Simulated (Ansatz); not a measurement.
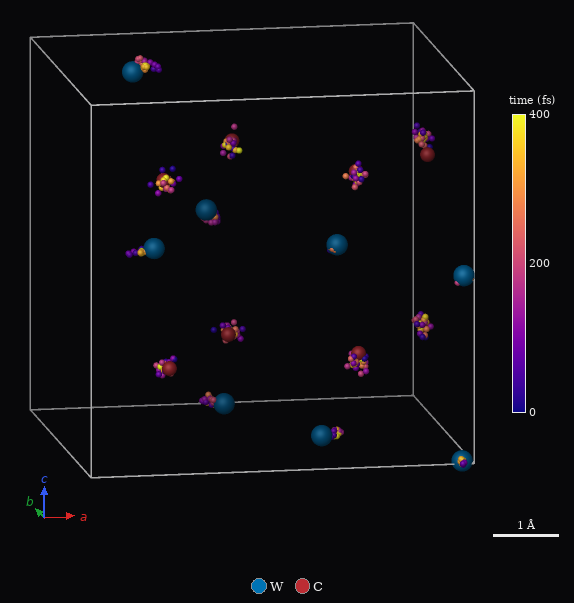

A Born-Oppenheimer molecular dynamics run of a 16-atom cell of WC, 400 fs long. It starts from the last geometry of an earlier run, with fresh velocities. Dots mark each atom's position at evenly spaced times, coloured by time; spheres stand at the starting positions. Seen slightly off an axis in the simulation cell.

Level of theory: DFT PBE-D3(BJ), scalar-relativistic, plane waves, PAW in Ansatz 0.2.0. Run with plane-wave cutoff 420 eV; k-point mesh 2 × 3 × 2; Fermi-Dirac smearing 0.17 eV; low-accuracy preset; volume 1.15 times that of the relaxed crystal; Langevin thermostat (NVT); set temperature 1600 K, then to 300 K over 300 steps, then to 300 K over 100 steps; time step 1 fs; friction 0.02 per fs.

Describe the motion.

In the second half of the run the atoms are, in the root-mean-square, this far from where they began (common drift taken out): C 0.22 Å, W 0.19 Å. That is small against the typical shortest distance between atoms in the first frame, about 2.1 Å: the atoms vibrate about their sites and the arrangement holds. Under the programmed temperature the kinetic temperature goes from 1715 K (first eighth) to 356 K (last eighth), with a peak of 2092 K. The potential energy in the second half lies on average 161 meV per atom below the first frame. The first frame is far from relaxed (forces up to 4.6 eV/Å), so much of the motion is the structure settling.

Limits of the set-up: the k-point mesh is coarse for a cell with partly filled bands; the program's low-accuracy preset was used.

PAW datasets: the set soft_1.
